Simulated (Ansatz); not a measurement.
# Sampling a charged cell: P_Ga in GaP (F-43m)

Question: how much does the k-point sampling change the (+2/+1) level of P_Ga in GaP (F-43m), and what does each choice cost? Model: a cell of 72 host atoms with 1 Ga taken out and 1 P put in.

Main program and level: Ansatz 0.2.0; plane-wave PAW DFT; relaxations with PBEsol, then single points with PBEsol, on supercells at fixed charge in a uniform background.

## (1) The starting structure

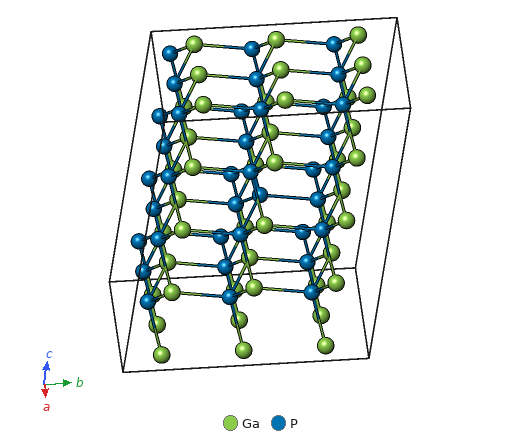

The cell as given, slightly off an axis (gallium green, phosphorus blue). Some periodic images of atoms are drawn too.

The cell holds 72 atoms: 35 Ga and 37 P. Cell: a = 11.538 Å, b = 11.538 Å, c = 15.383 Å, α = 60.0°, β = 60.0°, γ = 60.0°. It derives from GaP (space group F-43m). Nearest the centre at fractional (0.333, 0.667, 0.500): P45 at 0.00 Å, P20 at 2.36 Å, P14 at 2.36 Å, P36 at 2.36 Å, P12 at 2.36 Å, Ga29 at 3.85 Å, Ga5 at 3.85 Å, Ga21 at 3.85 Å. The cell carries charge +2.

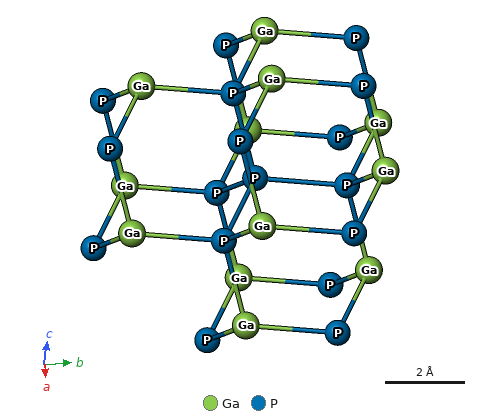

The atoms within 5 Å of the centre.

Coordinates:

```xyz
72
Lattice="0.0000 8.1583 8.1583 8.1583 0.0000 8.1583 10.8778 10.8778 0.0000" Properties=species:S:1:pos:R:3 pbc="T T T"
Ga    0.0000    0.0000    0.0000
P     4.0792    4.0792    4.0792
Ga    2.7194    2.7194    0.0000
P     6.7986    6.7986    4.0792
Ga    5.4389    5.4389    0.0000
P     9.5181    9.5181    4.0792
Ga    8.1583    8.1583    0.0000
P    12.2375   12.2375    4.0792
Ga    2.7194    0.0000    2.7194
P     6.7986    4.0792    6.7986
Ga    5.4389    2.7194    2.7194
P     9.5180    6.7986    6.7986
Ga    8.1583    5.4389    2.7194
P    12.2375    9.5181    6.7986
Ga   10.8777    8.1583    2.7194
P    14.9569   12.2375    6.7986
Ga    5.4389    0.0000    5.4389
P     9.5181    4.0792    9.5181
Ga    8.1584    2.7194    5.4389
P    12.2375    6.7986    9.5181
Ga   10.8778    5.4389    5.4389
P    14.9570    9.5181    9.5181
Ga   13.5972    8.1583    5.4389
P    17.6764   12.2375    9.5181
Ga    0.0000    2.7194    2.7194
P     4.0792    6.7986    6.7986
Ga    2.7194    5.4389    2.7194
P     6.7986    9.5180    6.7986
Ga    5.4389    8.1583    2.7194
P     9.5181   12.2375    6.7986
Ga    8.1583   10.8777    2.7194
P    12.2375   14.9569    6.7986
Ga    2.7194    2.7194    5.4388
P     6.7986    6.7986    9.5180
Ga    5.4389    5.4389    5.4388
P     9.5180    9.5180    9.5180
Ga    8.1583    8.1583    5.4388
P    12.2375   12.2375    9.5180
Ga   10.8777   10.8777    5.4388
P    14.9569   14.9569    9.5180
Ga    5.4389    2.7194    8.1583
P     9.5181    6.7986   12.2375
Ga    8.1584    5.4389    8.1583
P    12.2375    9.5180   12.2375
P    10.8778    8.1583    8.1583
P    14.9570   12.2375   12.2375
Ga   13.5972   10.8777    8.1583
P    17.6764   14.9569   12.2375
Ga    0.0000    5.4389    5.4389
P     4.0792    9.5181    9.5181
Ga    2.7194    8.1584    5.4389
P     6.7986   12.2375    9.5181
Ga    5.4389   10.8778    5.4389
P     9.5181   14.9570    9.5181
Ga    8.1583   13.5972    5.4389
P    12.2375   17.6764    9.5181
Ga    2.7194    5.4389    8.1583
P     6.7986    9.5181   12.2375
Ga    5.4389    8.1584    8.1583
P     9.5180   12.2375   12.2375
Ga    8.1583   10.8778    8.1583
P    12.2375   14.9570   12.2375
Ga   10.8777   13.5972    8.1583
P    14.9569   17.6764   12.2375
Ga    5.4389    5.4389   10.8778
P     9.5181    9.5181   14.9570
Ga    8.1584    8.1584   10.8778
P    12.2375   12.2375   14.9570
Ga   10.8778   10.8778   10.8778
P    14.9570   14.9570   14.9570
Ga   13.5972   13.5972   10.8778
P    17.6764   17.6764   14.9570
```

Screening for the image-charge correction: ε∞ = 10.63, ε0 = 12.62, computed on the host (DFPT, PBEsol).

The cell's shortest repeat is 11.5 Å.

## (2) Relaxing both charge states, PBEsol

The study needs fixed structures, so each charge is relaxed once, at one point at (¼, ¼, ¼), from small random displacements that break the symmetry of the site.

The input, qp2.relax/input.yaml:

```yaml
crystal:
  lattice:
    - [0.0, 2.71944311, 2.71944311]
    - [2.71944311, 0.0, 2.71944311]
    - [2.71944311, 2.71944311, 0.0]
  atoms:
    - { symbol: Ga, position: [0.0, 0.0, 0.0] }
    - { symbol: P, position: [0.75, 0.75, 0.75] }
  supercell: [3, 3, 4]
  defects: [{ substitution: { at: 44, symbol: P } }]
total_charge: 2
basis:
  ecutwfc: 420
  xc_grid: 2
hamiltonian:
  xc: pbesol
  pseudopotentials: { kind: paw, azcp: { folder: soft_1 }, xc_functional: pbe }
kpoints:
  mp_grid: { grid: [1, 1, 1], shift: [0.25, 0.25, 0.25] }
scf:
  occupations: { method: fixed }
  max_iter: 60
output:
  forces: true
  charged_corrections:
    epsilon: 10.63
    static_epsilon: 12.62
    defect_position: [0.333333, 0.666667, 0.5]
relax:
  f_tol: 0.015
  max_steps: 60
  random_displacement: { amplitude: 0.04, seed: 2224 }
checkpoint:
  write: "../qp2.relax.run"
  compress: false
  write_wavefunctions: true
  write_every: 100000
```

On the command line:

```console
> ansatz run input.yaml --threads 32 --pin off --max-ram 84787MiB --backend cuda --events-out ev --progress --plain --runs-dir out --max-vram 78GiB
```

Numbers of over 12 decimals in the logs are rounded to 6 here.

The log of the run:

```text
[... repeated set-up lines and file paths are left out, and long positions are rounded to six places ...]
Engine: ansatz 0.2.0, aarch64-unknown-linux-gnu
Pseudopotentials: kind: paw
Pseudopotential: Ga, paw, valence charge 13, recommended cutoff 420 eV (normal), soft_1/Ga.paw.azcp
Pseudopotential: P, paw, valence charge 5, recommended cutoff 420 eV (normal), soft_1/P.paw.azcp
Functional definition: PBEsol
  exchange = pbesol_x
  correlation = pbesol_c
[...]
Crystal: 72 atoms, lattice volume = 1448.013 Å³
Basis set: ecut = 420 eV, 28227 PW (Γ), exchange–correlation on 160×160×216 points (8 copies of the dense FFT grid, shifted against one another)
Bands: 391, of which v1, the nominal top of the filled ones, is band 319 counted from 1 (318 counted from 0)
Symmetry: 1 space group operations
k-points: 1
Non-local potential: Ga, projectors of the file, l = 0: 2, l = 1: 2, l = 2: 3, l = 3: 1
Non-local potential: P, projectors of the file, l = 0: 2, l = 1: 2, l = 2: 1
PAW form: soft (Blöchl's): semilocal exchange-correlation on the pseudo side does not see the compensation charge
PAW frozen core: Ga, regenerated for the run's functional, and the local potential with it (the file was generated under x = pbe(κ = 0.804, μ = 0.219515), c = pbe(β = 0.066725))
PAW frozen core: P, regenerated for the run's functional, and the local potential with it (the file was generated under x = pbe(κ = 0.804, μ = 0.219515), c = pbe(β = 0.066725))
PAW one-centre angular grid: Ga, 590 points (default); XC on 64 Gauss nodes
PAW one-centre angular grid: P, 110 points (default); XC on 64 Gauss nodes
Initial density: superposition of atomic densities (chi_scale 0.1, normalization cell, long waves kept (reshape's long-wave potential 0.13 eV rms))
Initial wavefunctions: pseudopotential atomic-orbital guess
[...]
Functional: x = pbesol(κ = 0.804, μ = 0.123457), c = pbesol(β = 0.046)
SCF iter   1: F=—  HF=-158442.394109 eV  |Δ(HF+E_count)|=         —  Δρ=5.14e-2  dr2=3.87e1  Hψ=1193
preconditioner: auto → Resta (q_TF=auto, 2.380 Å⁻¹)  ε∞=4.1  [insulator: Δε(μ)=1.828 eV  Ē_g=13.965 eV  n_scr=338 (ndim 8)  ℏωp=24.6 eV  f_vac=0.000  ε∞_Penn≈4.1]
SCF iter   2: F=—  HF=-158434.618581 eV  |Δ(HF+E_count)|=    7.78e0  Δρ=2.75e-2  dr2=8.41e0  Hψ=549
[...]
SCF iter   9: F=-158432.366522 eV  HF=-158432.366524 eV  |Δ(HF+E_count)|=   1.70e-5  Δρ=1.25e-5  dr2=2.08e-6  Hψ=1369
SCF 1 converged in 9 iterations: F = -158432.366522 eV  dr2 = 2.08e-6
[...]
relax step   1: F+E_penalty+E_count = -158432.36652207 eV  Δ(F+E_penalty+E_count) = +0.000e0 eV  max|allowed force component| = 1.024e0 eV/Å  Δτ_max = 0.0000 Å  (9 SCF iters, dr2 threshold 5.63e-6 eV, accepted)
[...]
relax step   2: F+E_penalty+E_count = -158433.21701351 eV  Δ(F+E_penalty+E_count) = -8.505e-1 eV  max|allowed force component| = 5.409e-1 eV/Å  Δτ_max = 0.0736 Å  (6 SCF iters, dr2 threshold 6.55e-5 eV, accepted)
[...]
relax step   4: F+E_penalty+E_count = -158433.38051143 eV  Δ(F+E_penalty+E_count) = -1.570e-2 eV  max|allowed force component| = 2.052e-2 eV/Å  Δτ_max = 0.0323 Å  (5 SCF iters, dr2 threshold 6.77e-6 eV, accepted)
[...]
relax step   5: F+E_penalty+E_count = -158433.38096328 eV  Δ(F+E_penalty+E_count) = -4.519e-4 eV  max|allowed force component| = 6.153e-3 eV/Å  Δτ_max = 0.0029 Å  (6 SCF iters, accepted)
[...]
NSCF: frozen V_eff on 1 k-points
[...]
SCF converged after 6 iterations
Free energy (F): -158433.380963 eV
Harris-Foulkes:  -158433.380963 eV  (|F-HF|=1.43e-9)
Internal energy: -158433.380963 eV  (E = F + TS)
E sigma→0 (E₀):  -158433.380963 eV
Fermi energy:    6.909232 eV
--- Per-component energies (eV) ---
  E_band       = -2080.495344
  E_kinetic    = 6443.266977
  E_local      = -59220.182515  (includes V_loc(G=0)·N_el)
  E_nonlocal   = -2009.325433
  E_hartree    = 35737.302621
  E_xc         = -4853.716680
  E_vxc        = -4202.209285  (∫ρ·V_xc dr)
  E_paw        = -88439.099379  (= ΣΔE_a)
  E_vpaw       = -14566.644642  (= ΣTr[D̂ρ^β])
  E_aug_tail   = -0.007740  (compensation charges beyond the density's cutoff)
  E_ewald      = -46123.528640
  E_core_change = 31.909826  (= ΣΔE_core)
  E_smearing   = -0.000000  (= −TS)
  E_closure    = -0.000000  (closes the sum)
  E_deformation_potential = 27.030438  (in the stress; not in F)
  Σ components = -158433.380963   (vs F -158433.380963, Δ=0.00e0)
--- Forces (eV/Å), atoms counted from 1 ---
  atom   1  Ga    -0.00061894     0.00216657    -0.00036728
  atom   2  P     -0.00049364     0.00191885     0.00036242
  [... 2 atoms left out ...]
  atom   5  Ga     0.00172550    -0.00042362    -0.00293109
  [... 1 atom left out ...]
  [... 66 more lines of this table ...]
  max |Σ_I F_I| component: 9.78e-6 eV/Å
--- Charged-cell corrections in eV (Makov–Payne, q = +2.000 e, ε = 12.620) ---
  F (periodic)     = -158433.380963  (uncorrected; the corrections below are reported, never added to it)
  E_corr1          = +0.573329  (monopole, q²α_M/2εL)
  F Makov-Payne    = -158432.807634  (F + E_corr1; no measured alignment; for a localised charge, not one spread in a band: unchecked)
  no potential alignment in this run, which stands beside a crystal: run the host's input off ansatz write-host-input, and read the two finished runs by ansatz place-levels (neither reads a slab, a wire or a sheet, whose cell leaves a vacuum)
--- Band table (eV) ---
  k-point 0: bands = ["-7.7555", "-7.7067", "-7.7029", "-7.7026", "-7.6981", "-7.6959", "-7.6950", "-7.6916", "-7.6766", "-7.6740", [... rest cut ...]
--- Relaxed structure (5 steps of the walk, 5 accepted, 0 SCFs on fresh bases) ---
  F+E_penalty+E_count = -158433.38096328 eV   max|allowed force component| = 6.153e-3 eV/Å
  atoms:
    - { symbol: Ga, position: [7.113939679197689e-5, 0.000131, 8.333154524675843e-5] }
    - { symbol: P, position: [0.249324, 0.247663, 0.190096] }
    [... 2 atoms left out ...]
    - { symbol: Ga, position: [-0.003740, -0.002512, 0.502740] }
    [... 1 atom left out ...]
  [... 66 more lines of this table ...]
```

Run time: 4.6 s. Hardware: 1 × NVIDIA GB200 with 32 threads of Arm Neoverse V2, shared host; peak memory 1.8 GiB; 15 s of CPU time.

Relaxation path:

```tsv
step	energy less that of the first step (eV)	largest force component (eV/Å)
1	0.0000	1.0239
2	-0.8505	0.5409
3	-0.9983	0.2110
4	-1.0140	0.0205
5	-1.0144	0.0062
```

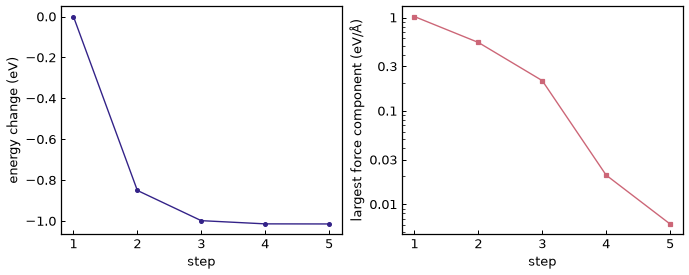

Energy and largest force along the relaxation.

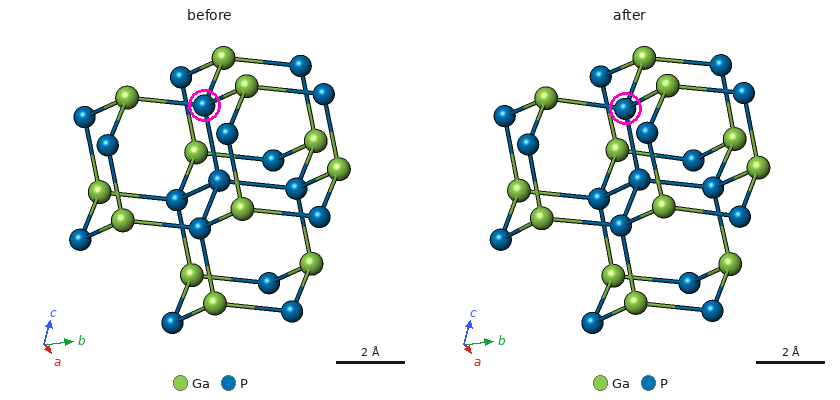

Before and after: the atoms that start within 5 Å of the centre. P14, which moves most, is ringed if it is among them.

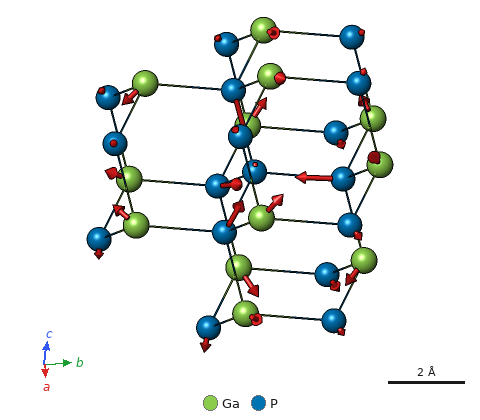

Displacements in the relaxation from the typed sites near the centre, exaggerated, the mean shift taken out; the longest in the cell stands for 0.12 Å.

The atoms that moved most (Å, from the sites as typed, ahead of the random displacement, the mean shift of all atoms taken out):

```tsv
atom	dx	dy	dz	length
P14	-0.068	-0.068	0.072	0.120
P12	0.054	0.053	0.070	0.103
P20	-0.057	0.057	-0.051	0.095
P36	0.056	-0.056	-0.051	0.095
Ga43	-0.010	-0.010	0.066	0.068
Ga29	0.018	0.064	0.011	0.067
Ga69	0.063	0.017	0.010	0.066
Ga21	0.056	-0.010	-0.016	0.059
```

Neighbours of P45 at the end:

```tsv
atom	distance (Å)
P14	2.227
P12	2.260
P20	2.261
P36	2.261
Ga39	3.846
Ga23	3.846
Ga67	3.855
Ga5	3.856
Ga27	3.856
Ga61	3.857
Ga69	3.861
Ga29	3.862
Ga37	3.867
Ga47	3.867
Ga21	3.869
Ga43	3.870
```

```tsv
charge	moment set (μB)	steps	largest displacement (Å)	time
+1	1	6	0.12	6.2 s
+2	0	5	0.12	4.6 s
```

The relaxation ends 14 meV an atom lower than the displaced start, with a largest force component of 0.0062 eV/Å.

[end of part 1 of 2]

[Logs are printed without paths, hosts, clocks, repeated set-up lines and the standing remarks that a program may print on its own settings, such as how far it seeks lower states.]

[Hosts, paths, dates, database ids (printed as entryN), source tags and the programs' standing remarks are cut or masked in the printed files.]

[Where a table of states has a column of steps, it counts the stored structures, which are thinned; the runs took as many ionic steps or more.]

[For some hosts the program warned that the k-mesh of the response run may be too coarse for force constants and the static dielectric constant; such warnings are not shown here.]
